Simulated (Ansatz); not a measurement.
## Run report: FeO, single-point calculation (part 1 of 2)

FeO (Fm-3m, 4 atoms in the cell), computed with DFT PBEsol+U, scalar-relativistic, plane waves, PAW, Ueff = 7 eV on Fe atom 1 d; Ueff = 7 eV on Fe atom 3 d, spin-polarised (Ansatz 0.2.0).

The structure derives from an entry of the Crystallography Open Database. It belongs to a series of runs on one base structure; here: antiferromagnetic start, free. Figures and captions count atoms from 1; the log counts them from 0 in places.

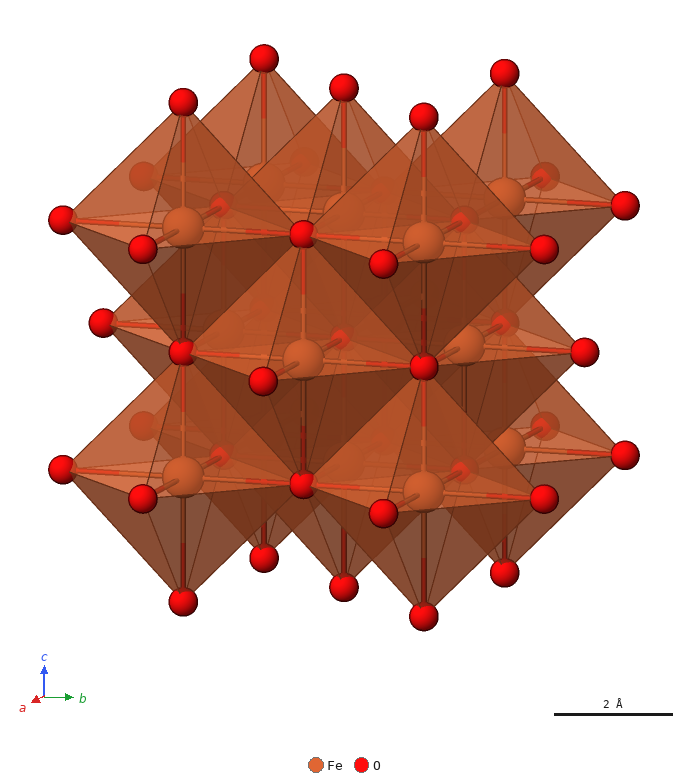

Fig. 1: The input geometry (polyhedral view of the cell 2 times as large as that of the calculation, set on its symmetry axes, seen slightly off an axis; polyhedra are completed across the faces of the cell).

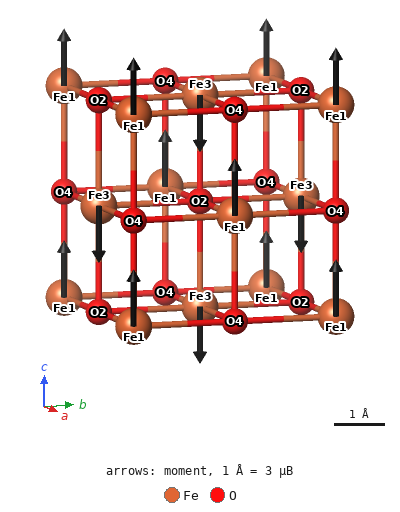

Fig. 2: Magnetic moments of the sites as black arrows (ball-and-stick view of the cell 2 times as large as that of the calculation, set on its symmetry axes, seen slightly off an axis; atoms are numbered from 1 in the order of the input); small moments hardly show. The run is collinear, so the axis drawn is arbitrary. Site moments: Fe1 (3.50 μB); Fe3 (−3.50 μB). They are counted near the atoms and needn't add up to the moment of the cell.

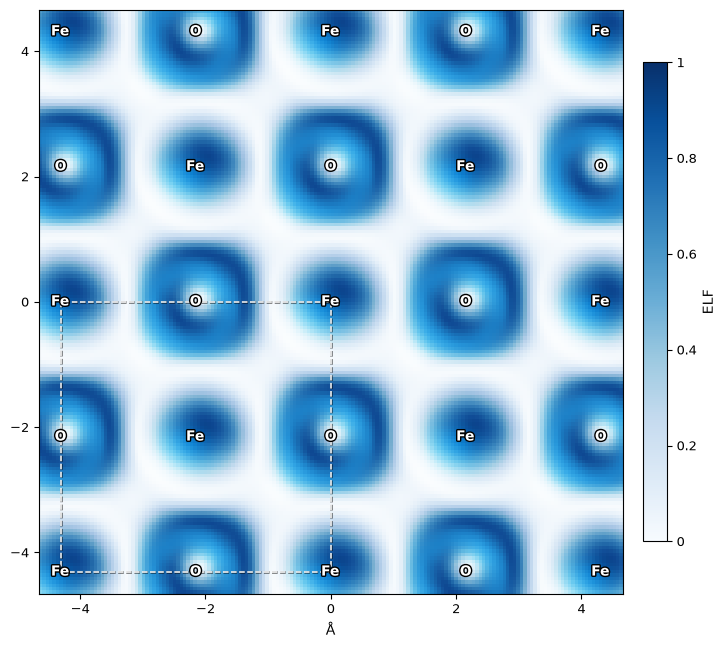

Fig. 3: Electron localisation function on the (11̄0) plane of the conventional cell of the magnetic structure. The plane passes through Fe and O nuclei. Fe–O (2.16 Å): the ELF is about 0.15 at the midpoint. The strong features right at Fe lie inside the PAW spheres (semicore, d or f shells) and say nothing about bonding. Core electrons are frozen (PAW), so the fields are smoothed inside the atomic spheres.

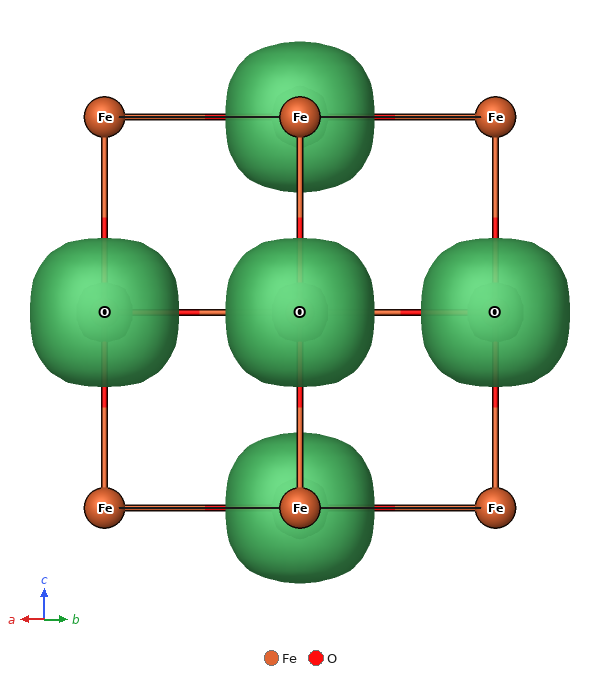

Fig. 4: Isosurface of the ELF at 0.65 (green), seen along [110]. Core shells and regions of very low density are left out. Sticks mark near contacts. The outline is the cell set on symmetry axes of the magnetic structure. Profiles from the grid: Fe–O (2.16 Å): the ELF is about 0.15 at the midpoint.

These pictures come from the run below.

## Input file
```yaml
crystal:
  lattice:
    - [0.0, 2.15540016, 2.15540016]
    - [4.31080032, 2.15540016, 2.15540016]
    - [4.31080032, 4.31080032, 0.0]
  atoms:
    - { symbol: Fe, position: [0.0, 0.0, 0.0], spin: 4.0 }
    - { symbol: O, position: [0.5, 0.5, 0.0] }
    - { symbol: Fe, position: [0.0, 0.0, 0.5], spin: -4.0 }
    - { symbol: O, position: [0.5, 0.5, 0.5] }
basis:
  ecutwfc: 420
  ecutrho_ratio: 4
kpoints:
  mp_grid: { grid: [8, 8, 8] }
hamiltonian:
  xc: pbesol
  hubbard:
    sites:
      - { site: 0, l: d, u_eff: 7.0, starting_ns: [{ spin: up, occupation_matrix: s0up }, { spin: down, occupation_matrix: s0down }] }
      - { site: 2, l: d, u_eff: 7.0, starting_ns: [{ spin: up, occupation_matrix: s2up }, { spin: down, occupation_matrix: s2down }] }
    occupation_matrices:
      s0up:
        matrix:
          - [0.97, 0.0, 0.0, 0.0, 0.0]
          - [0.0, 0.97, 0.0, 0.0, 0.0]
          - [0.0, 0.0, 0.97, 0.0, 0.0]
          - [0.0, 0.0, 0.0, 0.97, 0.0]
          - [0.0, 0.0, 0.0, 0.0, 0.97]
      s0down:
        matrix:
          - [0.02, 0.0, 0.0, 0.0, 0.0]
          - [0.0, 0.02, 0.0, 0.0, 0.0]
          - [0.0, 0.0, 0.97, 0.0, 0.0]
          - [0.0, 0.0, 0.0, 0.02, 0.0]
          - [0.0, 0.0, 0.0, 0.0, 0.02]
      s2up:
        matrix:
          - [0.02, 0.0, 0.0, 0.0, 0.0]
          - [0.0, 0.02, 0.0, 0.0, 0.0]
          - [0.0, 0.0, 0.97, 0.0, 0.0]
          - [0.0, 0.0, 0.0, 0.02, 0.0]
          - [0.0, 0.0, 0.0, 0.0, 0.02]
      s2down:
        matrix:
          - [0.97, 0.0, 0.0, 0.0, 0.0]
          - [0.0, 0.97, 0.0, 0.0, 0.0]
          - [0.0, 0.0, 0.97, 0.0, 0.0]
          - [0.0, 0.0, 0.0, 0.97, 0.0]
          - [0.0, 0.0, 0.0, 0.0, 0.97]
    ns_hold: { iters: 8 }
scf:
  occupations: { method: gaussian, width: 0.05 }
  lower_state_search: "off"
  max_iter: 150
output:
  forces: true
  stress: true
  eigenvalues: true
  populations: true
  hubbard: { sites: [{ site: 0, l: d }, { site: 2, l: d }] }
  write_density: true
  write_potential: true
  elf: true
  volumetric_format: npy
magnetization:
  spin_polarized: true
```

Run as:
```bash
ansatz run input.yaml --threads 2 --pin off --max-ram 3072MiB --backend cpu --events-out ev --progress --plain --runs-dir out
```

## Output
```
basis.fft_grid_basis auto: the FFT boxes are laid along the combinations [[1, 0, 0], [-1, 1, 0], [0, -1, 1]] of the cell's own vectors, 3.048, 4.311 and 3.048 Å long. The dense box has 24×30×24 points. Along the cell's own vectors, as sized, it would have 24×36×45, 2.25 times as many. basis.fft_grid_basis: typed keeps the cell's own vectors: state it where this run's energies or levels are differenced outside the engine with another run's, or held beside a run that keeps those vectors. Those combinations have planes normal to reciprocal vector 3, as the cell's own vectors have. Each planar average written beside output.write_density, output.write_potential has a row for each plane of the box: 24. The volumetric files lie along those combinations, not along the cell's own vectors: a cube or XSF file states them, and fields.json those of NumPy files.
Fe: projections on atomic orbitals take those of the free atom [Ne] 3s2 3p6 3d6 4s2, of charge +0.00 (hamiltonian.pseudopotentials.projection_atoms); the dataset's partial waves leave at most 1.1e-6 of an orbital's norm unspanned inside its sphere
O: projections on atomic orbitals take those of the free atom [He] 2s2 2p4, of charge +0.00 (hamiltonian.pseudopotentials.projection_atoms); the dataset's partial waves leave at most 1.9e-8 of an orbital's norm unspanned inside its sphere
Engine: ansatz 0.2.0, x86_64-unknown-linux-gnu
Pseudopotentials: kind: paw
Pseudopotential: Fe, paw, valence charge 16, recommended cutoff 420 eV (normal), Fe.paw.azcp
Pseudopotential: O, paw, valence charge 6, recommended cutoff 420 eV (normal), O.paw.azcp
Functional definition: PBEsol
  exchange = pbesol_x
  correlation = pbesol_c
Crystal: 4 atoms, lattice volume = 40.054 Å³
Basis set: ecut = 420 eV, 775 PW (Γ), FFT grids on a1, −a1+a2, −a2+a3, exchange–correlation on 48×60×48 points (8 copies of the dense FFT grid, shifted against one another)
Bands: 32, of which v1, the nominal top of the filled ones, is band 22 counted from 1 (21 counted from 0)
Symmetry: 16 space group operations
Space group: P4/mmm (ITA 123), of the structure as read, at distance tolerance 3.4e-5 Å
Magnetic group: BNS 123.350 (UNI 1010), of the structure as read, at distance tolerance 3.4e-5 Å
k-points: 75 of 512
Non-local potential: Fe, projectors of the file, l = 0: 3, l = 1: 2, l = 2: 3, l = 3: 1
Non-local potential: O, projectors of the file, l = 0: 2, l = 1: 2, l = 2: 1
PAW form: soft (Blöchl's): semilocal exchange-correlation on the pseudo side does not see the compensation charge
PAW frozen core: Fe, regenerated for the run's functional, and the local potential with it (the file was generated under x = pbe(κ = 0.804, μ = 0.2195149727645171), c = pbe(β = 0.06672455060314922))
PAW frozen core: O, regenerated for the run's functional, and the local potential with it (the file was generated under x = pbe(κ = 0.804, μ = 0.2195149727645171), c = pbe(β = 0.06672455060314922))
PAW one-centre angular grid: Fe, 590 points (default); XC on 64 Gauss nodes
PAW one-centre angular grid: O, 110 points (default); XC on 64 Gauss nodes
Initial density: superposition of atomic densities (chi_scale 0.1, normalization cell, long waves kept (reshape's long-wave potential 0.00 eV rms))
Starting moments: Σ|m| = 8 μB on 2 of 4 sites
Starting magnetic order: antiferromagnet; a translation exchanges its spin sublattices: spin-degenerate at every k-point
Initial wavefunctions: pseudopotential atomic-orbital guess
Functional: x = pbesol(κ = 0.804, μ = 0.12345679012345678), c = pbesol(β = 0.046)
```
